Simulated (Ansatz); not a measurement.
System: KI, space group Pm-3m (No. 221) (cell built by us, not taken from a database).

Starting cell:
```
CELL_PARAMETERS angstrom
2.99368 -2.99509 0.00000
2.99368 2.99509 0.00000
0.00000 0.00000 4.23452
ATOMIC_POSITIONS crystal
K 0.00000 0.00000 0.00000
I 0.50000 0.50000 0.50000
```

Method: harmonic phonon frequencies at the irreducible points of a q mesh with atoms at rest in the given cell, q in fractions of the reciprocal cell vectors, no long-range term at q = 0, imaginary frequencies are negative, the first points where there are many; plane waves with PAW datasets (Ansatz 0.2.0). Level: PBE with D3(BJ), no spin polarisation.

```csv
setting,value
wave cutoff,420 eV
k mesh,6×6×6
occupations,fixed
pressure,0 GPa
phonon method,linear response
q mesh,2×2×2
```

What does the calculation give for the phonon frequencies at several wave vectors (in fractions of the reciprocal vectors of the given cell)?

No frequency is imaginary, so the structure is stable to these displacements at the wave vectors computed. The highest mode among the wave vectors computed lies at 134.0 cm⁻¹, at (0 0 −0.5) (at the zone centre itself the field of polar modes is left out).

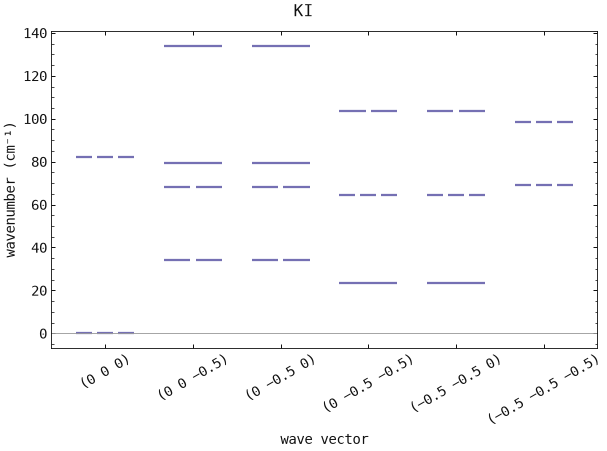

Imaginary frequencies are drawn as negative.

Note: field response not converged on the k mesh.
